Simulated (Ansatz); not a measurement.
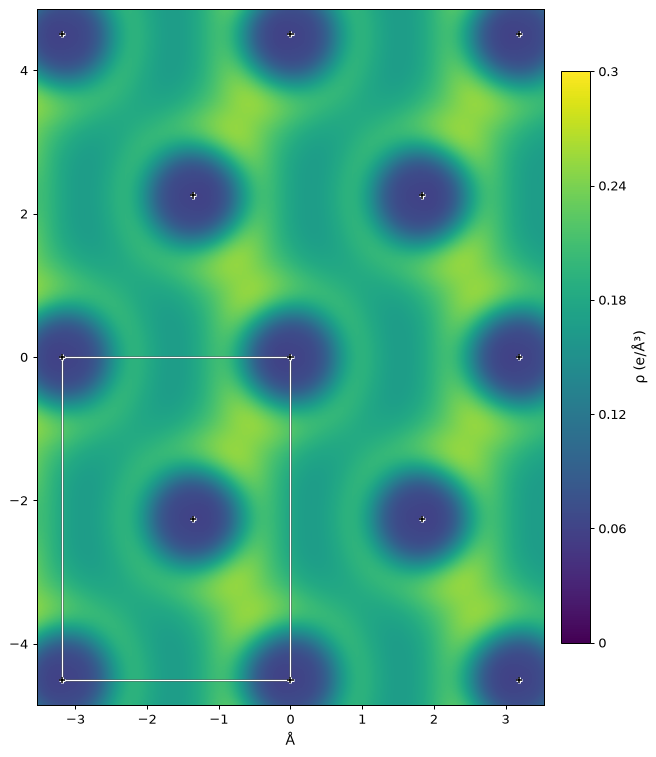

The valence charge density (pseudo) on a plane through atoms (crosses mark nuclei in the plane).

Level of theory: Ansatz, DFT r2SCAN, scalar-relativistic, plane waves, PAW.

Candidates:
A. Ta2C, a = 3.11 Å, b = 3.11 Å, c = 4.94 Å, α = 90.00°, β = 90.00°, γ = 120.00°. Space group P-3m1.
B. Ir, a = 2.73 Å, b = 2.73 Å, c = 4.42 Å, α = 90.00°, β = 90.00°, γ = 120.00°. Space group P6₃/mmc; a structure from a database of computed crystals, not necessarily the ambient phase; computed without spin polarisation.
C. Al, a = 3.19 Å, b = 3.19 Å, c = 3.19 Å, α = 90.00°, β = 90.00°, γ = 90.00°. Space group P4/nmm; a structure from a database of computed crystals, not necessarily the ambient phase; not relaxed (largest force 1.1 eV/Å).

### Which candidate gave the map?

Candidate C: Al on the (11̄0) plane of the conventional cell, which holds Al. Al–Al (2.63 Å): the density is about 0.25 e/Å³ at the midpoint. Al–Al (2.91 Å): ρ is about 0.18 e/Å³ halfway.
